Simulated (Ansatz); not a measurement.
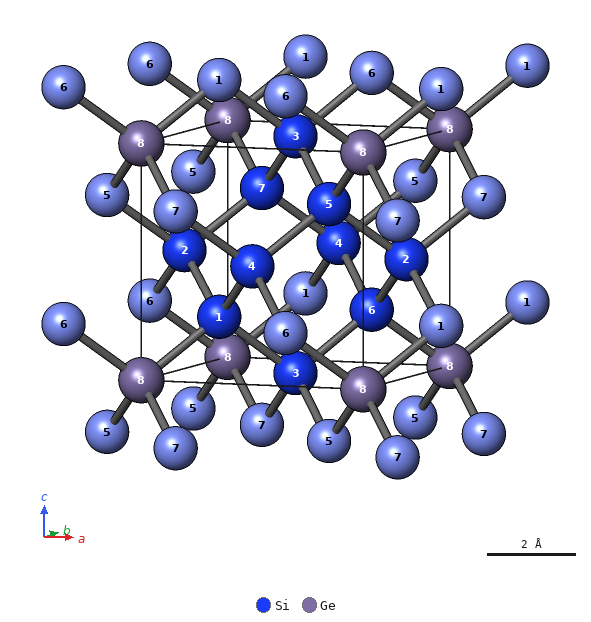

**Figure 1.** The starting structure (ball-and-stick view of the cell of the calculation, seen slightly off an axis; neighbours outside the cell are drawn fainter; atoms are numbered from 1 in the order of the input). An atom can appear more than once, as a periodic image.

**Run report: GeSi$_{7}$, geometry relaxation (part 1 of 2)**

GeSi$_{7}$ (P-43m, 8 atoms in the cell), computed with DFT PBEsol, scalar-relativistic, plane waves, PAW, no spin polarisation (Ansatz 0.2.0).

The structure derives from a Materials Project entry. Figures and captions count atoms from 1; the log counts them from 0 in places.

Input
```yaml
crystal:
  lattice:
    - [5.46539507, 0.0, 0.0]
    - [0.0, 5.46539507, 0.0]
    - [0.0, 0.0, 5.46539507]
  atoms:
    - { symbol: Si, position: [0.25261521, 0.25261521, 0.25261521] }
    - { symbol: Si, position: [0.0, 0.5, 0.5] }
    - { symbol: Si, position: [0.5, 0.5, 0.0] }
    - { symbol: Si, position: [0.5, 0.0, 0.5] }
    - { symbol: Si, position: [0.74738479, 0.25261521, 0.74738479] }
    - { symbol: Si, position: [0.74738479, 0.74738479, 0.25261521] }
    - { symbol: Si, position: [0.25261521, 0.74738479, 0.74738479] }
    - { symbol: Ge, position: [0.0, 0.0, 0.0] }
basis:
  ecutwfc: 420
kpoints:
  mp_grid: { grid: [8, 8, 8] }
hamiltonian:
  xc: pbesol
scf:
  occupations: { method: gaussian, width: 0.01 }
output:
  forces: true
  stress: true
  eigenvalues: true
  write_density: true
  write_potential: true
  elf: true
  volumetric_format: npy
relax:
  adjacent_minimum: "off"
  f_tol: 0.005
  max_steps: 80
  cell: { stress_tol: 0.05 }
```

Hardware: 4 threads of Intel Xeon (Granite Rapids), 192 GiB of memory available, shared host.

Launch command:
```bash
ansatz run input.yaml --threads 4 --pin off --max-ram 12288MiB --backend cpu --events-out ev --progress --plain --runs-dir out
```

Output
```
Engine: ansatz 0.2.0, x86_64-unknown-linux-gnu
Pseudopotentials: kind: paw
Pseudopotential: Si, paw, valence charge 4, recommended cutoff 420 eV (normal), Si.paw.azcp
Pseudopotential: Ge, paw, valence charge 14, recommended cutoff 420 eV (normal), Ge.paw.azcp
Functional definition: PBEsol
  exchange = pbesol_x
  correlation = pbesol_c
Crystal: 8 atoms, lattice volume = 163.254 Å³
Basis set: ecut = 420 eV, 3191 PW (Γ), exchange–correlation on 80×80×80 points (8 copies of the dense FFT grid, shifted against one another)
Bands: 29, of which v1, the nominal top of the filled ones, is band 21 counted from 1 (20 counted from 0)
Symmetry: 24 space group operations
Space group: P-43m (ITA 215), of the structure as read, at distance tolerance 5.5e-5 Å
k-points: 35 of 512 (time reversal used)
Non-local potential: Si, projectors of the file, l = 0: 2, l = 1: 2, l = 2: 2
Non-local potential: Ge, projectors of the file, l = 0: 2, l = 1: 2, l = 2: 3, l = 3: 1
PAW form: soft (Blöchl's): semilocal exchange-correlation on the pseudo side does not see the compensation charge
PAW frozen core: Si, regenerated for the run's functional, and the local potential with it (the file was generated under x = pbe(κ = 0.804, μ = 0.2195149727645171), c = pbe(β = 0.06672455060314922))
PAW frozen core: Ge, regenerated for the run's functional, and the local potential with it (the file was generated under x = pbe(κ = 0.804, μ = 0.2195149727645171), c = pbe(β = 0.06672455060314922))
PAW one-centre angular grid: Si, 110 points (default); XC on 64 Gauss nodes
PAW one-centre angular grid: Ge, 590 points (default); XC on 64 Gauss nodes
Initial density: superposition of atomic densities (neutral atoms: chi_scale 0, normalization atom), corrected by the library's trained network
Initial wavefunctions: pseudopotential atomic-orbital guess
Functional: x = pbesol(κ = 0.804, μ = 0.12345679012345678), c = pbesol(β = 0.046)
SCF iter   1: F=—  HF=-8603.909913 eV  |F-HF|=—  |Δ(HF+E_count)|=         —  Δρ=2.89e-3  dr2=1.75e-2  ethr=1.77e-3  ⟨swp⟩=7.1  Hψ=5209  notcnv=0
preconditioner: auto → Resta (q_TF=auto, 2.176 Å⁻¹)  ε∞=5.4  [insulator: Δε(μ)=0.268 eV  Ē_g=7.877 eV  σ=0.010 eV  W_gap=1.00  n_scr=26 (ndim 8)  ℏωp=16.4 eV  f_vac=0.000  D(μ)=0.00/eV (n_scr^D=0)  ε∞_Penn≈5.4]
SCF iter   2: F=—  HF=-8603.906815 eV  |F-HF|=—  |Δ(HF+E_count)|=   3.10e-3  Δρ=1.67e-3  dr2=5.86e-3  ethr=4.16e-5  ⟨swp⟩=1.6  Hψ=1354  notcnv=0  defer=75
SCF iter   3: F=—  HF=-8603.906066 eV  |F-HF|=—  |Δ(HF+E_count)|=   7.49e-4  Δρ=4.93e-4  dr2=2.51e-4  ethr=1.39e-5  ⟨swp⟩=2.1  Hψ=1827  notcnv=0  defer=103
SCF iter   4: F=—  HF=-8603.905834 eV  |F-HF|=—  |Δ(HF+E_count)|=   2.32e-4  Δρ=1.86e-4  dr2=5.93e-5  ethr=5.98e-7  ⟨swp⟩=2.0  Hψ=1656  notcnv=0  defer=103
SCF iter   5: F=—  HF=-8603.905782 eV  |F-HF|=—  |Δ(HF+E_count)|=   5.20e-5  Δρ=6.88e-5  dr2=5.35e-6  ethr=1.41e-7  ⟨swp⟩=2.1  Hψ=1476  notcnv=0  defer=103
SCF iter   6: F=—  HF=-8603.905782 eV  |F-HF|=—  |Δ(HF+E_count)|=   8.56e-7  Δρ=9.49e-6  dr2=1.05e-7  ethr=1.27e-8  ⟨swp⟩=2.0  Hψ=1647  notcnv=0  defer=103
SCF iter   7: F=-8603.905782 eV  HF=-8603.905782 eV  |F-HF|=1.62e-9  |Δ(HF+E_count)|=   1.93e-7  Δρ=1.97e-6  dr2=3.39e-9  ethr=2.38e-10  ⟨swp⟩=12.6  Hψ=6688  notcnv=0
SCF 1 converged in 7 iterations: F = -8603.905782 eV  dr2 = 3.39e-9
  greatest PAW one-centre occupation: 0.998 electrons in one spin orbital (limit 2), on the Ge atom at site 7 (counted from 0), in its partial waves of l = 2
relax step   1: F+E_penalty+E_count = -8603.90578170 eV  Δ(F+E_penalty+E_count) = +0.000e0 eV  max|allowed force component| = 1.731e-3 eV/Å  Δτ_max = 0.0000 Å  P = -0.308 GPa  Ω = 163.254 Å³  (7 SCF iters, dr2 threshold 1.00e-7 eV, accepted)
Crystal: 8 atoms, lattice volume = 162.802 Å³
Initial density: handed on by an earlier stage of this run
Initial wavefunctions: those handed on with the density
iter 1 solved again at ethr=1.36e-7 eV; its pass at ethr=3.10e-3 eV (dr2=5.70e-5 eV) is discarded
SCF iter   1: F=—  HF=-8603.906494 eV  |F-HF|=—  |Δ(HF+E_count)|=         —  Δρ=1.60e-4  dr2=5.97e-5  ethr=1.36e-7  ⟨swp⟩=2.9  Hψ=5637  notcnv=0
preconditioner: auto → Resta (q_TF=auto, 2.177 Å⁻¹)  ε∞=5.3  [insulator: Δε(μ)=0.282 eV  Ē_g=7.896 eV  σ=0.010 eV  W_gap=1.00  n_scr=26 (ndim 8)  ℏωp=16.5 eV  f_vac=0.000  D(μ)=0.00/eV (n_scr^D=0)  ε∞_Penn≈5.3]
SCF iter   2: F=—  HF=-8603.906382 eV  |F-HF|=—  |Δ(HF+E_count)|=   1.12e-4  Δρ=9.19e-5  dr2=2.08e-5  ethr=1.36e-7  ⟨swp⟩=1.0  Hψ=1015  notcnv=0
SCF iter   3: F=—  HF=-8603.906376 eV  |F-HF|=—  |Δ(HF+E_count)|=   5.36e-6  Δρ=1.38e-5  dr2=3.86e-7  ethr=4.95e-8  ⟨swp⟩=2.8  Hψ=1693  notcnv=0
SCF iter   4: F=-8603.906376 eV  HF=-8603.906377 eV  |F-HF|=1.23e-7  |Δ(HF+E_count)|=   2.06e-7  Δρ=8.07e-6  dr2=8.83e-8  ethr=5.63e-10  ⟨swp⟩=9.2  Hψ=6962  notcnv=0
SCF 2 converged in 4 iterations: F = -8603.906376 eV  dr2 = 8.83e-8
relax step   2: F+E_penalty+E_count = -8603.90637649 eV  Δ(F+E_penalty+E_count) = -5.948e-4 eV  max|allowed force component| = 1.068e-3 eV/Å  Δτ_max = 0.0003 Å  P = -0.058 GPa  Ω = 162.802 Å³  energy of the carried Pulay correction = +7.759e-5 eV  (4 SCF iters, dr2 threshold 2.37e-7 eV, accepted)
Crystal: 8 atoms, lattice volume = 162.698 Å³
iter 1 solved again at ethr=8.57e-9 eV; its pass at ethr=3.10e-3 eV (dr2=3.60e-6 eV) is discarded
SCF iter   1: F=—  HF=-8603.906512 eV  |F-HF|=—  |Δ(HF+E_count)|=         —  Δρ=3.89e-5  dr2=3.82e-6  ethr=8.57e-9  ⟨swp⟩=3.0  Hψ=5330  notcnv=0
preconditioner: auto → Resta (q_TF=auto, 2.177 Å⁻¹)  ε∞=5.3  [insulator: Δε(μ)=0.279 eV  Ē_g=7.897 eV  σ=0.010 eV  W_gap=1.00  n_scr=26 (ndim 8)  ℏωp=16.5 eV  f_vac=0.000  D(μ)=0.00/eV (n_scr^D=0)  ε∞_Penn≈5.3]
SCF iter   2: F=—  HF=-8603.906414 eV  |F-HF|=—  |Δ(HF+E_count)|=   9.84e-5  Δρ=2.23e-5  dr2=1.36e-6  ethr=8.57e-9  ⟨swp⟩=1.5  Hψ=1399  notcnv=0
SCF iter   3: F=—  HF=-8603.906414 eV  |F-HF|=—  |Δ(HF+E_count)|=   1.91e-7  Δρ=6.31e-6  dr2=7.70e-8  ethr=3.23e-9  ⟨swp⟩=2.8  Hψ=1790  notcnv=0
SCF iter   4: F=—  HF=-8603.906414 eV  |F-HF|=—  |Δ(HF+E_count)|=   3.15e-8  Δρ=2.42e-6  dr2=1.03e-8  ethr=1.83e-10  ⟨swp⟩=2.0  Hψ=1749  notcnv=0
SCF iter   5: F=-8603.906414 eV  HF=-8603.906414 eV  |F-HF|=5.35e-10  |Δ(HF+E_count)|=   9.54e-9  Δρ=5.31e-7  dr2=3.59e-10  ethr=1.99e-11  ⟨swp⟩=7.0  Hψ=5005  notcnv=0
SCF 3 converged in 5 iterations: F = -8603.906414 eV  dr2 = 3.59e-10
relax step   3: F+E_penalty+E_count = -8603.90641368 eV  Δ(F+E_penalty+E_count) = -3.719e-5 eV  max|allowed force component| = 3.506e-4 eV/Å  Δτ_max = 0.0001 Å  P = +0.000 GPa  Ω = 162.698 Å³  energy of the carried Pulay correction = +9.556e-5 eV  (5 SCF iters, dr2 threshold 8.35e-9 eV, accepted)
Initial wavefunctions: pseudopotential atomic-orbital guess (no wavefunctions were taken with the density)
iter 1 solved again at ethr=1.61e-7 eV; its pass at ethr=3.10e-3 eV (dr2=6.75e-5 eV) is discarded
SCF iter   1: F=—  HF=-8603.906408 eV  |F-HF|=—  |Δ(HF+E_count)|=         —  Δρ=2.86e-6  dr2=2.01e-9  ethr=1.61e-7  ⟨swp⟩=3.2  Hψ=7926  notcnv=0
eigensolver tolerance schedule: the retry pair's looser diagonalisation over-reported the residual by 33486.04 of it (diagonalisation noise at an unbounded share of the residual, at the tolerance the schedule requests for it); recorded, not acted on — ethr = c·dr2/N_el stays at c = 1.0e-1
SCF iter   2: F=—  HF=-8603.906308 eV  |F-HF|=—  |Δ(HF+E_count)|=   1.00e-4  Δρ=1.41e-6  dr2=5.16e-10  ethr=4.80e-12  ⟨swp⟩=3.2  Hψ=2461  notcnv=0
SCF iter   3: F=-8603.906308 eV  HF=-8603.906308 eV  |F-HF|=3.27e-11  |Δ(HF+E_count)|=   2.41e-9  Δρ=3.23e-7  dr2=6.43e-11  ethr=1.00e-12  ⟨swp⟩=4.9  Hψ=4923  notcnv=0
SCF 4 converged in 3 iterations: F = -8603.906308 eV  dr2 = 6.43e-11
relax step   4: F+E_penalty+E_count = -8603.90630793 eV  Δ(F+E_penalty+E_count) = +1.057e-4 eV  max|allowed force component| = 3.507e-4 eV/Å  Δτ_max = 0.0000 Å  P = -0.000 GPa  Ω = 162.698 Å³  stress off target by 3.81e-4 GPa  SCF on the basis re-selected at this cell (its energy is not comparable with the rows above)  (3 SCF iters)
```

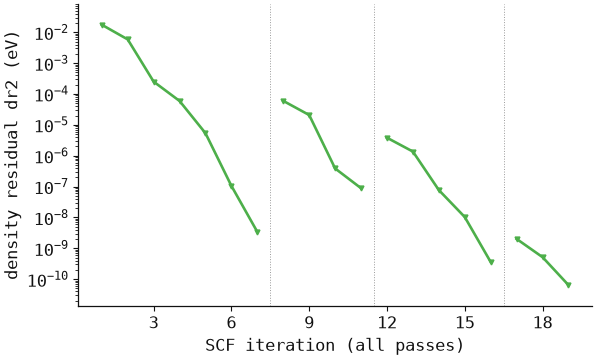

**Figure 2.** Convergence of the self-consistent field: density residual dr2 against the SCF iteration. The dotted lines part the SCF passes of the relaxation: geometry steps, rejected trials and re-solves on a re-selected basis. The passes take 7, 4, 5 and 3 iterations.

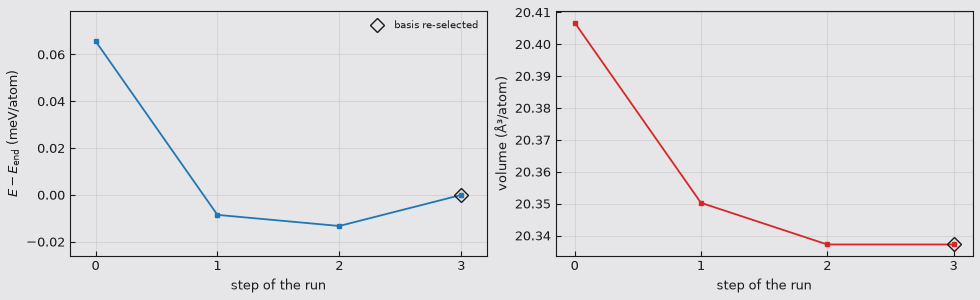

**Figure 3.** Progress of the relaxation, step by step (the first geometry is step 0 here and step 1 in the log). The energy falls by 0.1 meV per atom in 2 geometry steps. Largest force component: 0.0017 eV/Å at the start, 0.00035 eV/Å at the end. Pressure: −0.31 GPa at the start and 0.00 GPa at the end. The atoms keep their places relative to the cell (all moves are under 0.005 Å). Cell: a = b = c 5.465 → 5.459 Å (−0.1 %). Volume −0.3 %. The space group stays P-43m (No. 215). A last SCF at the same geometry on a re-selected plane-wave basis shifts the energy by +0.0 meV per atom.

```
basis re-selected at this cell: Δ(F+E_penalty+E_count) = +1.057e-4 eV, ΔP = -0.001 GPa vs the last step (what re-selecting the basis moved, of the pressure what is left beyond the Pulay correction that the steps carried, after the strain that the cell walked since its last selection, with what the two solves' SCF thresholds leave and, on support functions, any second-order correction that the steps lacked; it is no measure of the basis error at this ecutwfc). This SCF's stress stands 3.81e-4 GPa from its target on what of the cell is left free (relax.cell.stress_tol is 5.00e-2 GPa) and its largest allowed force component is 3.51e-4 eV/Å (relax.f_tol is 5.00e-3 eV/Å): within both
SCF converged after 3 iterations
Free energy (F): -8603.906308 eV
Harris-Foulkes:  -8603.906308 eV  (|F-HF|=3.27e-11)
Internal energy: -8603.906308 eV  (E = F + TS)
E sigma→0 (E₀):  -8603.906308 eV
Fermi energy:    6.629155 eV
```
